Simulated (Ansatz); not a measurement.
# Geometry relaxation of Ni10O (part 4 of 4)

Ni10O (slab, 11 atoms in the cell); DFT PBE+D3(BJ), scalar-relativistic, plane waves, PAW, spin-polarised (Ansatz 0.2.0); cutoff 420 eV, 8×8×1 k-mesh, Gaussian smearing of 0.1 eV, collinear spins. The structure derives from an entry of the Crystallography Open Database. The input holds or restrains some coordinates. Forces given for the steps count only the free coordinates.

Geometry of the input (Å; fractional positions):
```
3.4782  0.0000  0.0000
0.0000  3.4782  0.0000
0.0000  0.0000  25.9564
Ni 0.0000  0.5000  0.3275
Ni 0.5000  0.0000  0.3275
Ni 0.5000  0.5000  0.3945
Ni 0.0000  0.0000  0.3945
Ni 0.0000  0.5000  0.4622
Ni 0.5000  0.0000  0.4622
Ni 0.5000  0.5000  0.5300
Ni 0.0000  0.0000  0.5300
Ni 0.0000  0.5000  0.5958
Ni 0.5000  0.0000  0.5958
O  0.5000  0.0000  0.6690
```

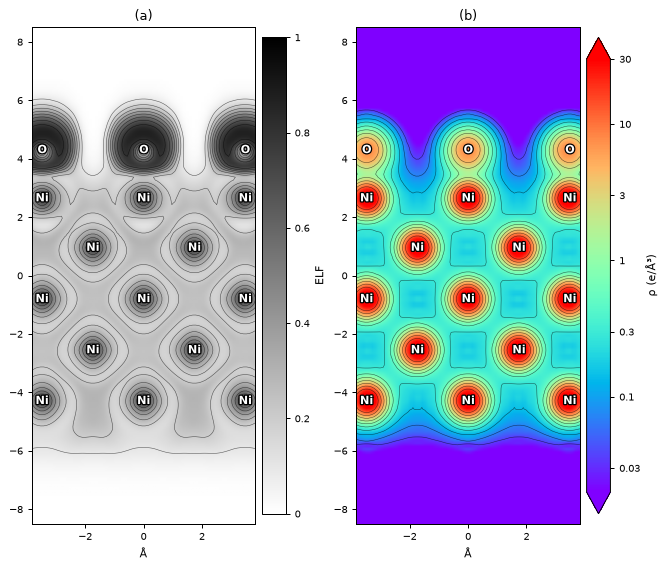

*(a) ELF; (b) valence electron density on the (010) plane of the calculation cell, a cut from vacuum to vacuum.*

Ni–O (1.64 Å): ρ is about 1.5 e/Å³ halfway; the ELF is about 0.35 at the midpoint; a polar contact without a shared pair, in a metal. The density dies away to nearly zero in the vacuum. The strong features right at Ni lie inside the PAW spheres (semicore, d or f shells) and say nothing about bonding.
